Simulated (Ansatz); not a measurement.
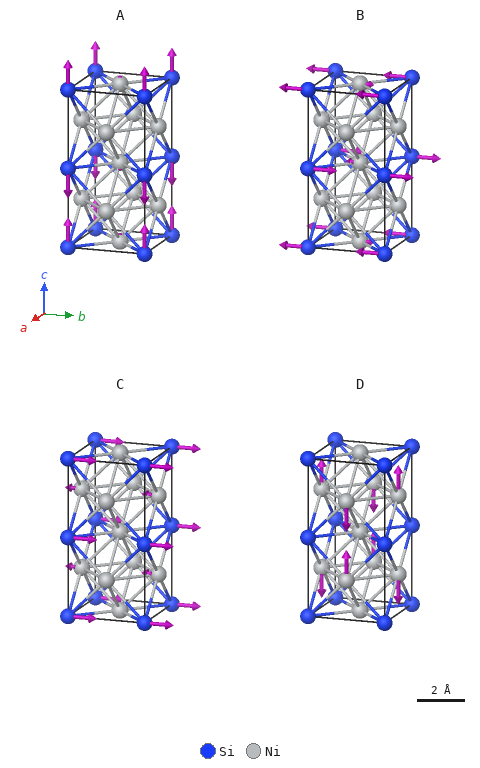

Four modes of solid SiNi₃ at the zone centre of a doubled cell, in no order (one member of each degenerate set). The purple arrows give the relative displacements of the atoms. The picture is a ball-and-stick view of the cell of the calculation, seen slightly off an axis.

Computed with DFT PBEsol, scalar-relativistic, plane waves, PAW in Ansatz. Set-up: plane-wave cutoff 420 eV; k-point mesh 14 × 14 × 8; occupations gaussian; smearing width 0.15 eV; no spin polarisation.

Question: Rank the modes by frequency, softest first.

Answer: D (204 cm⁻¹), C (239 cm⁻¹), B (281 cm⁻¹), A (334 cm⁻¹). D, non-degenerate: The Si and Ni (1c) atoms stay at rest; all motion is along c of the drawn cell; atoms of one kind move against one another, with no net shift of their sublattice. C, triply degenerate: The Ni (1c) atoms hardly move; all motion is along b of the drawn cell; the kinetic energy is shared as Si 70 %, Ni 30 %. B, doubly degenerate: The Ni (2c) atoms stay at rest; all motion is along b of the drawn cell; atoms of one kind move against one another, with no net shift of any sublattice; the kinetic energy is shared as Si 80 %, Ni 20 %. A, non-degenerate: The Ni (2c) atoms stay at rest; all motion is along c of the drawn cell; atoms of one kind move against one another, with no net shift of any sublattice; the kinetic energy is shared as Si 99 %, Ni 1 %. The crystal is metallic in this run.

Limits of the set-up: an element that often carries a moment was run without spin polarisation.
